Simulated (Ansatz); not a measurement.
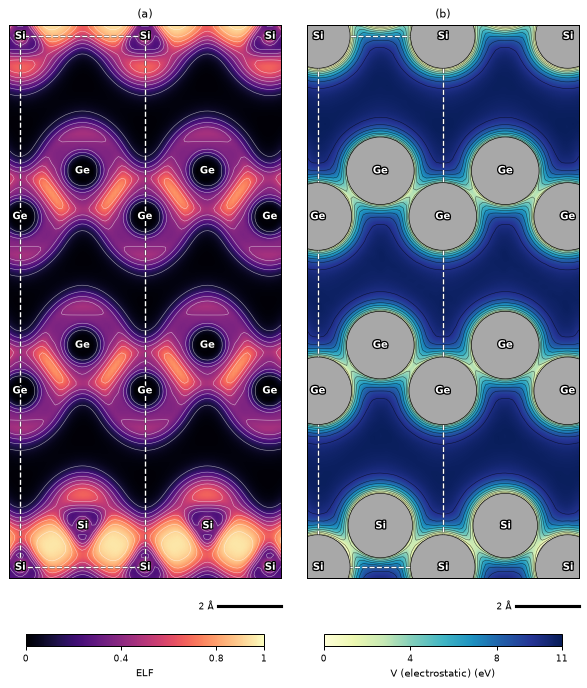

SiGe2. (a) electron localisation function; (b) electrostatic potential energy of an electron on the (010) plane of the conventional cell. Grey discs cover the atomic cores in the potential map.

Space group Imma; a generated structure, not necessarily the stable one.

These are results of DFT PBE, scalar-relativistic, plane waves, PAW in Ansatz, not measurements.

```
Si Ge
1.0
     3.99323    0.00000    0.00000
     0.00000    3.99837    0.00000
     0.00000    0.00000   16.96977
Si Ge
4 8
Direct
  0.50000 0.25000 0.21096
  0.00000 0.75000 0.71096
  0.00000 0.25000 0.28904
  0.50000 0.75000 0.78904
  0.50000 0.75000 0.12891
  0.00000 0.25000 0.62891
  0.00000 0.75000 0.04281
  0.50000 0.25000 0.54281
  0.00000 0.75000 0.37109
  0.50000 0.25000 0.87109
  0.50000 0.75000 0.45719
  0.00000 0.25000 0.95719
```

Question: Read the bonding off the picture.

Answer: Atoms in the plane: Si and Ge. Si–Si (2.40 Å): the ELF peaks at about 0.95 between the atoms: a covalent bond. Ge–Ge (2.47 Å): the ELF peaks at about 0.80 between the atoms; a shared electron pair. Outside the cores the potential energy rises away from the atoms and is highest about 2.3 Å from the nearest atoms; its zero is arbitrary.

Question: Metal or insulator at this level of theory?

Answer: It is gapped, with a Kohn–Sham gap of 0.41 eV on the k-point mesh (the band edges may lie off the mesh, which would make the gap smaller).
